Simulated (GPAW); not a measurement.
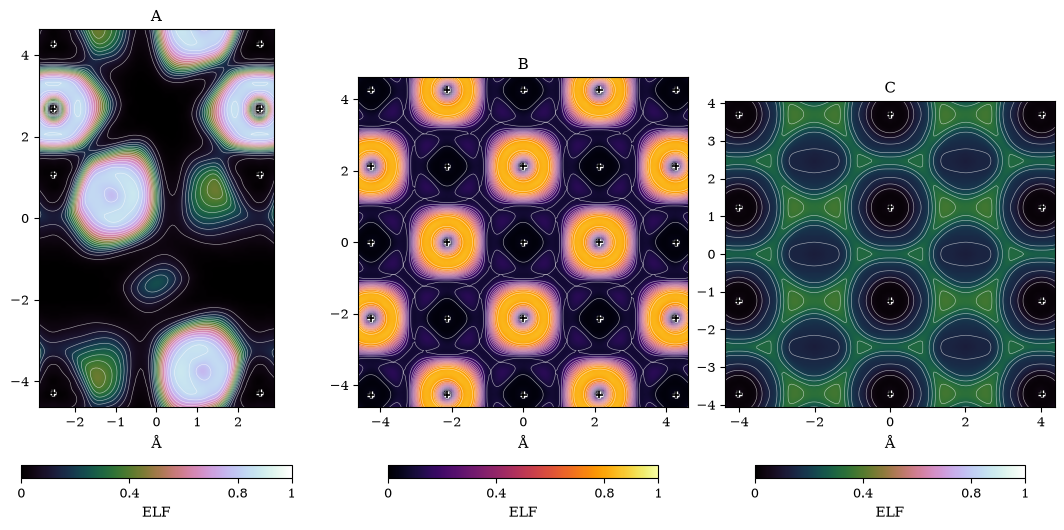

The ELF of 3 systems, each on a plane through atoms (crosses mark nuclei in the plane).

Level of theory: Kohn-Sham DFT of a periodic cell, PBE, GPAW PAW data sets (gpaw-data 1.2.1) (GPAW).

System 1: Co, the (11̄0) plane of the conventional cell. Space group P6₃/mmc; a structure from a database of computed crystals, not necessarily the ambient phase; computed pressure about 5 GPa in this cell; spin-polarised.

```
Co
1.0
     2.47200    0.00000    0.00000
    -1.23600    2.14081    0.00000
     0.00000    0.00000    4.02114
Co
2
Direct
  0.66667 0.33333 0.75000
  0.33333 0.66667 0.25000
```

System 2: CoO, the (001) plane of the conventional cell. Space group Fm-3m; spin-polarised.

```cif
data_structure
_symmetry_space_group_name_H-M 'P 1'
_symmetry_Int_Tables_number 1
_cell_length_a 4.2630
_cell_length_b 4.2630
_cell_length_c 4.2630
_cell_angle_alpha 90.000
_cell_angle_beta 90.000
_cell_angle_gamma 90.000
_cell_volume 77.47
loop_
_atom_site_label
_atom_site_type_symbol
_atom_site_fract_x
_atom_site_fract_y
_atom_site_fract_z
_atom_site_occupancy
Co1 Co 0.00000 0.00000 0.00000 1
Co2 Co 0.50000 0.50000 0.00000 1
Co3 Co 0.50000 0.00000 0.50000 1
Co4 Co 0.00000 0.50000 0.50000 1
O1 O 0.50000 0.00000 0.00000 1
O2 O 0.00000 0.50000 0.00000 1
O3 O 0.00000 0.00000 0.50000 1
O4 O 0.50000 0.50000 0.50000 1
```

System 3: SiO2, the (010) plane of the conventional cell. Space group P6₃22; a structure from a database of computed crystals, not necessarily the ambient phase; not relaxed (largest force 0.5 eV/Å); computed pressure about 7 GPa in this cell.

Which map belongs to which system?

Panel A is system 3, SiO2: the plane holds Si and O. Si–O (1.60 Å): the ELF peaks at about 0.85 between the atoms (a polar covalent bond). Panel B is system 2, CoO: the plane holds Co and O. Co–O (2.13 Å): the ELF peaks at about 0.85 in the valence shell of O, 0.6 Å from its nucleus, and is about 0.15 at the midpoint (no shared electron pair shows on this line). Panel C is system 1, Co: the plane holds Co. Co–Co (2.47 Å): the ELF is about 0.30 at the midpoint: no shared electron pair shows on this line.
